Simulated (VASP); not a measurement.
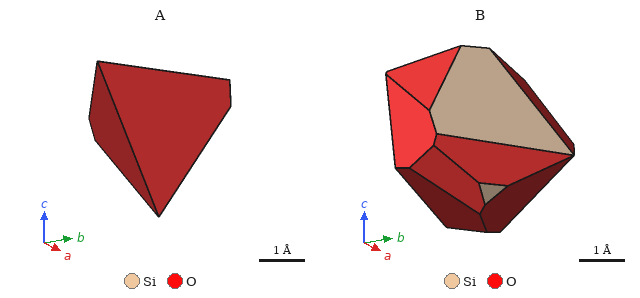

Computed Voronoi cells of the 2 sites of this structure, drawn to one scale and in one orientation; each face has the colour of the neighbour behind it.

SiO2, space group P4_12_12 (No. 92), a = 4.982 Å, b = 4.982 Å, c = 6.963 Å, α = 90.00°, β = 90.00°, γ = 90.00°

```
site  Wyckoff       x       y       z
  Si       4a  0.7990  0.2010  0.7500
   O       8b  0.1035  0.2399  0.8219
```

Origin: an entry of the Crystallography Open Database, as set up for an electronic-structure calculation.

**Which cell belongs to which site?**

A is Si (4 faces above 1 % of the solid angle, 7.1 Å³, facing only O); B is O (14 faces above 1 % of the solid angle, 18.0 Å³, facing O 50 %, Si 50 %).
